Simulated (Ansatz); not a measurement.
# Geometry relaxation of Si

- system: Si (C2/c, 4 atoms in the cell)
- method: DFT LDA, scalar-relativistic, plane waves, PAW, no spin polarisation (Ansatz 0.2.0)

The structure derives from a Materials Project entry. It belongs to a series of runs on one base structure; here: shear of c along a, cell held, atoms relaxed: +9.0 %. Figures and captions count atoms from 1; the log counts them from 0 in places.

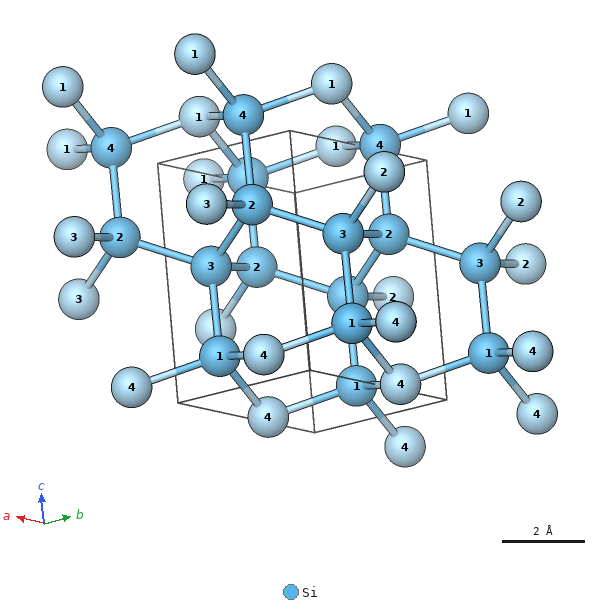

Fig. 1: The structure as given in the input (ball-and-stick view of the cell of the calculation, repeated 2 × 2 × 1, seen at an oblique angle; neighbours outside the cell are drawn fainter; atoms are numbered from 1 in the order of the input). An atom can appear more than once, as a periodic image. Near neighbours in the periodic cell (some may lie outside the picture): Si has 4 Si at 2.30 to 2.37 Å.

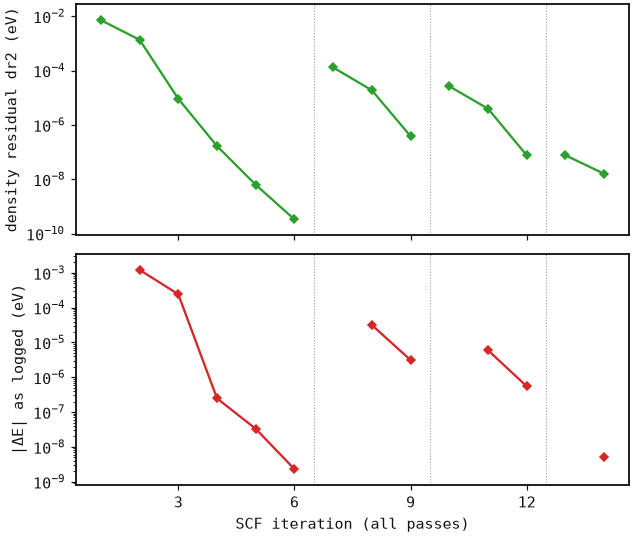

Fig. 2: Convergence of the self-consistent field: density residual dr2 and size of the energy change against the SCF iteration. The dotted lines part the SCF passes of the relaxation: geometry steps, rejected trials and re-solves on a re-selected basis. The passes take 6, 3, 3 and 2 iterations.

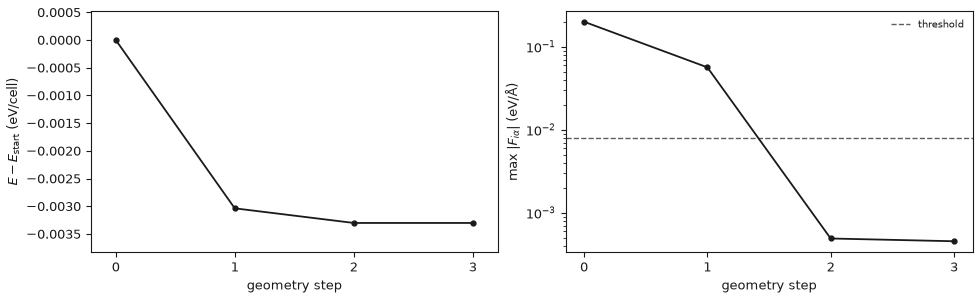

Fig. 3: Progress of the relaxation, step by step (the first geometry is step 0 here and step 1 in the log). The largest moves, 0.008 Å, are those of Si1, Si2, Si3 and Si4. The cell stays as it was. Among the contacts that change: Si1–Si4 2.303 → 2.317 Å. The space group stays C2/c (No. 15). The energy falls by 3.3 meV per cell of the calculation in 3 geometry steps. Largest force component: 0.2 eV/Å at the start, 0.00045 eV/Å at the end. (Atoms are counted from 1 in the order of the input.)

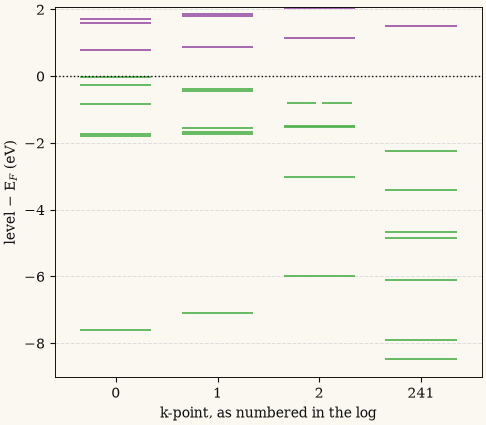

Fig. 4: Kohn–Sham levels near the Fermi level (dotted) at the few k-points that the log prints; levels within 0.02 eV of each other stand side by side. Among these points the highest filled and lowest empty levels are 0.80 eV apart; the gap on the full mesh, 0.04 eV, has an edge at a point that isn't printed.

The input that produced these results follows, with the program's output.

### Input
```yaml
crystal:
  lattice:
    - [3.8019755313, 0.0, 0.0]
    - [-1.9009877657, 3.2926073947, 0.0]
    - [0.566020803, 0.0, 6.2891200333]
  atoms:
    - { symbol: Si, position: [0.3294066397, 0.6669103068, 0.0633000898] }
    - { symbol: Si, position: [0.6624963329, 0.3330896932, 0.5633000898] }
    - { symbol: Si, position: [0.3375036671, 0.6669103068, 0.4366999102] }
    - { symbol: Si, position: [0.6705933603, 0.3330896932, 0.9366999102] }
basis:
  ecutwfc: 420
kpoints:
  mp_grid: { grid: [12, 12, 6] }
hamiltonian:
  xc: lda
scf:
  occupations: { method: gaussian, width: 0.02 }
output:
  forces: true
  stress: true
  eigenvalues: true
relax:
  adjacent_minimum: "off"
  f_tol: 0.008
  max_steps: 40
```

Launched with:
```bash
ansatz run input.yaml --threads 1 --pin off --max-ram 2560MiB --backend cpu --events-out ev --progress --plain --runs-dir out
```

### Log
```
Warning: output.stress: scf.convergence.dr2_threshold = 6.4e-8 eV (the default of a walk held to its f_tol) is looser than the 4e-10 eV advised for a printed stress (1e-10 eV for each atom of the cell: 4). What an SCF threshold leaves in a stress goes as its square root, and in the free energy as the threshold itself, and one threshold admits the most on a small cell: of the crystals measured, under no hybrid functional and no lock of the moments, on runs that ended without the residual-converged pass, on stresses that held no estimate of that error, the worst erred by over 100 MPa in a component at 1e-7 eV an atom and by under 5 at 1e-10. Every solve of this run answers to scf.convergence.dr2_threshold, and the tensor of one is reported: a single SCF on the reported geometry and on this run's grids (its basis.xc_grid and basis.ecutrho_ratio typed), with scf.convergence.dr2_threshold at 4e-10 eV or tighter, prints it and tightens no other solve. Else set scf.convergence.dr2_threshold to 4e-10 eV or tighter. The threshold is an SCF's pass mark: one that does not reach it within its budget of iterations ends unconverged, or closes short of it on a stop that the run arms, and scf.convergence.dr2_threshold's page says what that costs each kind of run
Engine: ansatz 0.2.0, x86_64-unknown-linux-gnu
Pseudopotentials: kind: paw
Pseudopotential: Si, paw, valence charge 4, recommended cutoff 420 eV (normal), Si.paw.azcp
Functional definition: SPW92
  exchange = slater_x
  correlation = pw_c
Crystal: 4 atoms, lattice volume = 78.730 Å³
Basis set: ecut = 420 eV, 1541 PW (Γ)
Bands: 12, of which v1, the nominal top of the filled ones, is band 8 counted from 1 (7 counted from 0)
Symmetry: 4 space group operations
Space group: C2/c (ITA 15), of the structure as read, at distance tolerance 4.3e-5 Å
k-points: 242 of 864
Non-local potential: Si, projectors of the file, l = 0: 2, l = 1: 2, l = 2: 2
PAW form: soft (Blöchl's): semilocal exchange-correlation on the pseudo side does not see the compensation charge
PAW frozen core: Si, regenerated for the run's functional, and the local potential with it (the file was generated under x = pbe(κ = 0.804, μ = 0.2195149727645171), c = pbe(β = 0.06672455060314922))
PAW one-centre angular grid: Si, 110 points (default); XC on 64 Gauss nodes
Initial density: superposition of atomic densities (neutral atoms: chi_scale 0, normalization atom), corrected by the library's trained network
Initial wavefunctions: pseudopotential atomic-orbital guess
Functional: x = slater, c = lda
SCF iter   1: F=—  HF=-2434.456486 eV  |F-HF|=—  |Δ(HF+E_count)|=         —  Δρ=3.82e-3  dr2=7.19e-3  ethr=1.77e-3  ⟨swp⟩=6.7  Hψ=21915  notcnv=0
preconditioner: auto → none  [insulator: Δε(μ)=0.089 eV  Ē_g=7.848 eV  σ=0.020 eV  W_gap=1.00  n_scr=14 (ndim 8)  ℏωp=16.7 eV  f_vac=0.000  D(μ)=0.00/eV (n_scr^D=0)  ε∞_Penn≈5.6]
SCF iter   2: F=—  HF=-2434.455263 eV  |F-HF|=—  |Δ(HF+E_count)|=   1.22e-3  Δρ=1.76e-3  dr2=1.36e-3  ethr=4.49e-5  ⟨swp⟩=2.6  Hψ=7132  notcnv=0
SCF iter   3: F=—  HF=-2434.455019 eV  |F-HF|=—  |Δ(HF+E_count)|=   2.43e-4  Δρ=1.39e-4  dr2=9.16e-6  ethr=8.50e-6  ⟨swp⟩=2.0  Hψ=4402  notcnv=0
iter 4 did not close the SCF: its close was put off for the readings that it lacked (scf_convergence_deferred on its scf_iter line)
SCF iter   4: F=-2434.455020 eV  HF=-2434.455020 eV  |F-HF|=7.10e-8  |Δ(HF+E_count)|=   2.48e-7  Δρ=1.52e-5  dr2=1.67e-7  ethr=5.72e-8  ⟨swp⟩=2.3  Hψ=4686  notcnv=0
iter 5 did not close the SCF: its close was put off for the readings that it lacked (scf_convergence_deferred on its scf_iter line)
SCF iter   5: F=-2434.455020 eV  HF=-2434.455020 eV  |F-HF|=1.84e-9  |Δ(HF+E_count)|=   3.31e-8  Δρ=4.08e-6  dr2=6.25e-9  ethr=1.05e-9  ⟨swp⟩=2.3  Hψ=4602  notcnv=0
SCF iter   6: F=-2434.455020 eV  HF=-2434.455020 eV  |F-HF|=1.78e-10  |Δ(HF+E_count)|=   2.30e-9  Δρ=5.33e-7  dr2=3.33e-10  ethr=3.91e-11  ⟨swp⟩=1.1  Hψ=8821  notcnv=0
SCF 1 converged in 6 iterations: F = -2434.455020 eV  dr2 = 3.33e-10
  greatest PAW one-centre occupation: 0.641 electrons in one spin orbital (limit 2), on the Si atom at site 3 (counted from 0), in its partial waves of l = 0
relax step   1: F+E_penalty+E_count = -2434.45501969 eV  Δ(F+E_penalty+E_count) = +0.000e0 eV  max|allowed force component| = 2.004e-1 eV/Å  Δτ_max = 0.0000 Å  (6 SCF iters, dr2 threshold 1.60e-6 eV, accepted)
Initial density: handed on by an earlier stage of this run
Initial wavefunctions: those handed on with the density
iter 1 solved again at ethr=6.43e-7 eV; its pass at ethr=3.10e-3 eV (dr2=1.03e-4 eV) is discarded
SCF iter   1: F=—  HF=-2434.458092 eV  |F-HF|=—  |Δ(HF+E_count)|=         —  Δρ=4.72e-4  dr2=1.30e-4  ethr=6.43e-7  ⟨swp⟩=2.5  Hψ=14553  notcnv=0
preconditioner: auto → none  [insulator: Δε(μ)=0.054 eV  Ē_g=7.841 eV  σ=0.020 eV  W_gap=0.94  n_scr=14 (ndim 8)  ℏωp=16.7 eV  f_vac=0.000  D(μ)=0.03/eV (n_scr^D=0)  ε∞_Penn≈5.6]
SCF iter   2: F=—  HF=-2434.458060 eV  |F-HF|=—  |Δ(HF+E_count)|=   3.16e-5  Δρ=1.97e-4  dr2=1.88e-5  ethr=6.43e-7  ⟨swp⟩=2.4  Hψ=4763  notcnv=0
SCF iter   3: F=-2434.458057 eV  HF=-2434.458057 eV  |F-HF|=5.50e-8  |Δ(HF+E_count)|=   3.13e-6  Δρ=2.87e-5  dr2=3.85e-7  ethr=1.57e-8  ⟨swp⟩=3.9  Hψ=13538  notcnv=0
SCF 2 converged in 3 iterations: F = -2434.458057 eV  dr2 = 3.85e-7
relax step   2: F+E_penalty+E_count = -2434.45805679 eV  Δ(F+E_penalty+E_count) = -3.037e-3 eV  max|allowed force component| = 5.657e-2 eV/Å  Δτ_max = 0.0057 Å  (3 SCF iters, dr2 threshold 2.51e-6 eV, accepted)
SCF iter   1: F=—  HF=-2434.458327 eV  |F-HF|=—  |Δ(HF+E_count)|=         —  Δρ=2.14e-4  dr2=2.64e-5  ethr=1.24e-6  ⟨swp⟩=2.1  Hψ=9781  notcnv=0
preconditioner: auto → none  [insulator: Δε(μ)=0.043 eV  Ē_g=7.840 eV  σ=0.020 eV  W_gap=0.87  n_scr=14 (ndim 8)  ℏωp=16.7 eV  f_vac=0.000  D(μ)=0.06/eV (n_scr^D=0)  ε∞_Penn≈5.6]
SCF iter   2: F=—  HF=-2434.458321 eV  |F-HF|=—  |Δ(HF+E_count)|=   5.96e-6  Δρ=9.12e-5  dr2=3.94e-6  ethr=1.65e-7  ⟨swp⟩=1.0  Hψ=4840  notcnv=0
SCF iter   3: F=-2434.458321 eV  HF=-2434.458321 eV  |F-HF|=9.19e-9  |Δ(HF+E_count)|=   5.50e-7  Δρ=1.29e-5  dr2=7.59e-8  ethr=1.25e-9  ⟨swp⟩=3.8  Hψ=11255  notcnv=0
SCF 3 converged in 3 iterations: F = -2434.458321 eV  dr2 = 7.59e-8
relax step   3: F+E_penalty+E_count = -2434.45832065 eV  Δ(F+E_penalty+E_count) = -2.639e-4 eV  max|allowed force component| = 4.896e-4 eV/Å  Δτ_max = 0.0022 Å  (3 SCF iters, dr2 threshold 2.00e-7 eV, accepted)
iter 1 solved again at ethr=4.74e-10 eV; its pass at ethr=3.10e-3 eV (dr2=7.59e-8 eV) is discarded
SCF iter   1: F=—  HF=-2434.458321 eV  |F-HF|=—  |Δ(HF+E_count)|=         —  Δρ=1.29e-5  dr2=7.59e-8  ethr=4.74e-10  ⟨swp⟩=1.0  Hψ=11617  notcnv=0
preconditioner: auto → none  [insulator: Δε(μ)=0.045 eV  Ē_g=7.840 eV  σ=0.020 eV  W_gap=0.88  n_scr=14 (ndim 8)  ℏωp=16.7 eV  f_vac=0.000  D(μ)=0.05/eV (n_scr^D=0)  ε∞_Penn≈5.6]
SCF iter   2: F=-2434.458321 eV  HF=-2434.458321 eV  |F-HF|=1.97e-10  |Δ(HF+E_count)|=   5.27e-9  Δρ=6.18e-6  dr2=1.58e-8  ethr=4.00e-10  ⟨swp⟩=3.0  Hψ=10103  notcnv=0
SCF 4 converged in 2 iterations: F = -2434.458321 eV  dr2 = 1.58e-8
relax step   4: F+E_penalty+E_count = -2434.45832066 eV  Δ(F+E_penalty+E_count) = -3.744e-9 eV  max|allowed force component| = 4.536e-4 eV/Å  Δτ_max = 0.0000 Å  (2 SCF iters, accepted)
SCF converged after 2 iterations
Free energy (F): -2434.458321 eV
Harris-Foulkes:  -2434.458321 eV  (|F-HF|=1.97e-10)
Internal energy: -2434.458310 eV  (E = F + TS)
E sigma→0 (E₀):  -2434.458315 eV
Entropy (-TS):   -0.000011 eV (-0.003 meV/atom)
Fermi energy:    6.757622 eV
--- Per-component energies (eV) ---
  E_band       = 17.954000
  E_kinetic    = 162.847369
  E_local      = -111.782808  (includes V_loc(G=0)·N_el)
  E_nonlocal   = 108.387484
  E_hartree    = 29.592994
  E_xc         = -219.652104
  E_vxc        = -189.066922  (∫ρ·V_xc dr)
  E_paw        = -1944.687566  (= ΣΔE_a)
  E_vpaw       = -11.617164  (= ΣTr[D̂ρ^β])
  E_aug_tail   = 0.000022  (compensation charges beyond the density's cutoff)
  E_ewald      = -459.501024
  E_core_change = 0.337323  (= ΣΔE_core)
  E_smearing   = -0.000011  (= −TS)
  E_closure    = 0.000000  (closes the sum)
  Σ components = -2434.458321   (vs F -2434.458321, Δ=0.00e0)
--- Forces (eV/Å), atoms counted from 1 ---
  atom   1  Si    -0.00039090     0.00045361     0.00033400
  atom   2  Si    -0.00039090    -0.00045361     0.00033400
  atom   3  Si     0.00039090     0.00045361    -0.00033400
  atom   4  Si     0.00039090    -0.00045361    -0.00033400
  max |Σ_I F_I| component: 0.00e0 eV/Å
--- Stress (GPa, compression-positive) ---
       -0.604004      -0.000000      -4.286666
       -0.000000       0.067259      -0.000000
       -4.286666      -0.000000      -0.209249
  P = ⅓ Tr σ = -0.2487 GPa (-2.487 kbar)
--- Band table (eV; the first three rows and the last of 242) ---
  k-point 0: bands = ["-5.8574", "-3.5165", "-0.8531", "4.9702", "5.0114", "5.9118", "6.4822", "6.7378", "7.5380", "8.3494", "8.4715", "8.8818"]
  k-point 1: bands = ["-5.7660", "-3.8521", "-0.3462", "5.0318", "5.0735", "5.2103", "6.3182", "6.3813", "7.6331", "8.5486", "8.6239", "9.1742"]
  k-point 2: bands = ["-5.4947", "-4.4751", "0.7855", "3.7294", "5.2329", "5.2536", "5.9611", "5.9650", "7.9097", "8.7991", "8.9889", "8.9892"]
  k-point 241: bands = ["-3.7575", "-1.7251", "-1.1317", "0.6535", "1.9097", "2.1017", "3.3405", "4.5155", "8.2522", "9.8312", "10.3235", "10.4866"]
--- Relaxed structure (4 steps of the walk, 4 accepted, 0 SCFs on fresh bases) ---
  F+E_penalty+E_count = -2434.45832066 eV   max|allowed force component| = 4.536e-4 eV/Å
  atoms:
    - { symbol: Si, position: [0.32752084338279036, 0.6672144943088486, 0.06362332827912766] }
    - { symbol: Si, position: [0.6603063490739418, 0.3327855056911515, 0.5636233282791276] }
    - { symbol: Si, position: [0.3396936509260582, 0.6672144943088484, 0.4363766717208723] }
    - { symbol: Si, position: [0.6724791566172099, 0.3327855056911514, 0.9363766717208721] }
```

### Trajectory as extended XYZ (Å, eV, eV/Å), 4 frames, from step=1 to step=4
```
4
Lattice="3.8020 0.0000 0.0000 -1.9010 3.2926 0.0000 0.5660 0.0000 6.2891" Properties=species:S:1:pos:R:3:forces:R:3 step=1 energy=-2434.45502
Si    0.0204    2.1959    0.3981   -0.2004   0.0338   0.0522
Si    2.2044    1.0967    3.5427   -0.2004  -0.0338   0.0522
Si    0.2626    2.1959    2.7465    0.2004   0.0338  -0.0522
Si    2.4466    1.0967    5.8910    0.2004  -0.0338  -0.0522
4
Lattice="3.8020 0.0000 0.0000 -1.9010 3.2926 0.0000 0.5660 0.0000 6.2891" Properties=species:S:1:pos:R:3:forces:R:3 step=2 energy=-2434.45806
Si    0.0150    2.1965    0.3997   -0.0566   0.0124   0.0114
Si    2.1990    1.0961    3.5442   -0.0566  -0.0124   0.0114
Si    0.2680    2.1965    2.7449    0.0566   0.0124  -0.0114
Si    2.4520    1.0961    5.8894    0.0566  -0.0124  -0.0114
4
Lattice="3.8020 0.0000 0.0000 -1.9010 3.2926 0.0000 0.5660 0.0000 6.2891" Properties=species:S:1:pos:R:3:forces:R:3 step=3 energy=-2434.45832
Si    0.0129    2.1969    0.4001   -0.0004   0.0005   0.0003
Si    2.1969    1.0957    3.5447   -0.0004  -0.0005   0.0003
Si    0.2701    2.1969    2.7444    0.0004   0.0005  -0.0003
Si    2.4541    1.0957    5.8890    0.0004  -0.0005  -0.0003
4
Lattice="3.8020 0.0000 0.0000 -1.9010 3.2926 0.0000 0.5660 0.0000 6.2891" Properties=species:S:1:pos:R:3:forces:R:3 step=4 energy=-2434.45832
Si    0.0129    2.1969    0.4001   -0.0004   0.0005   0.0003
Si    2.1969    1.0957    3.5447   -0.0004  -0.0005   0.0003
Si    0.2701    2.1969    2.7444    0.0004   0.0005  -0.0003
Si    2.4541    1.0957    5.8890    0.0004  -0.0005  -0.0003
```

### Summary

```csv
quantity,value
outcome,converged
space group (tolerance 0.01 Å),C2/c (15)
electrons treated,16
free energy,−2434.4583 eV
Fermi energy,6.758 eV
gap on the k-point mesh,0.04 eV
pressure,−0.25 GPa
final volume,78.73 Å³
largest force (length of the vector) at the end,0.001 eV/Å
final cell,"a = 3.802 Å, b = 3.802 Å, c = 6.315 Å, α = 92.57°, β = 84.86°, γ = 120.00°"
hardware,"1 thread of Intel Xeon @ 2.50GHz (Skylake/Cascade Lake), 189 GiB of memory available, shared host"
wall time,80 s
peak memory,0.51 GiB
```

### Notes

Warnings of the run: the SCF threshold is looser than advised for the printed stress.
